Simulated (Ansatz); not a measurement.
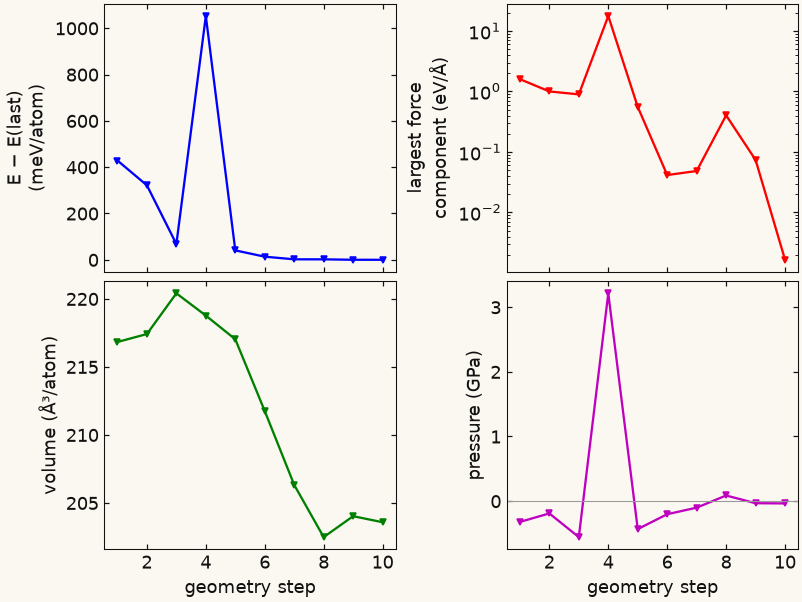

History of a geometry optimisation. A closing SCF on a freshly chosen basis isn't drawn.

The run: Ti (2 atoms in the cell), by DFT PBE, scalar-relativistic, plane waves, PAW (Ansatz 0.2.0); cutoff 420 eV, 1×1×13 k-mesh, Gaussian smearing of 0.05 eV, collinear spins.

How did it end, and what did it gain?

Answer. The optimisation met its thresholds at geometry 10, counting the start as the first. The energy fell by about 430 meV/atom from the first step to the last. Step 4 went uphill and was rejected by the line search. The largest force component goes from about 1.6 eV/Å at the start to 1.7 × 10⁻³ eV/Å at the end, with a peak of 18 eV/Å at step 4.

Was the starting cell too large or too small?

Answer. The volume shrinks from 216.8 to 203.6 Å³ per atom (−6 %), overshooting to 202.5 at step 8, as the pressure goes from −0.32 GPa to about 0 GPa. The start was expanded.

The electronic state followed here needn't be the lowest one.
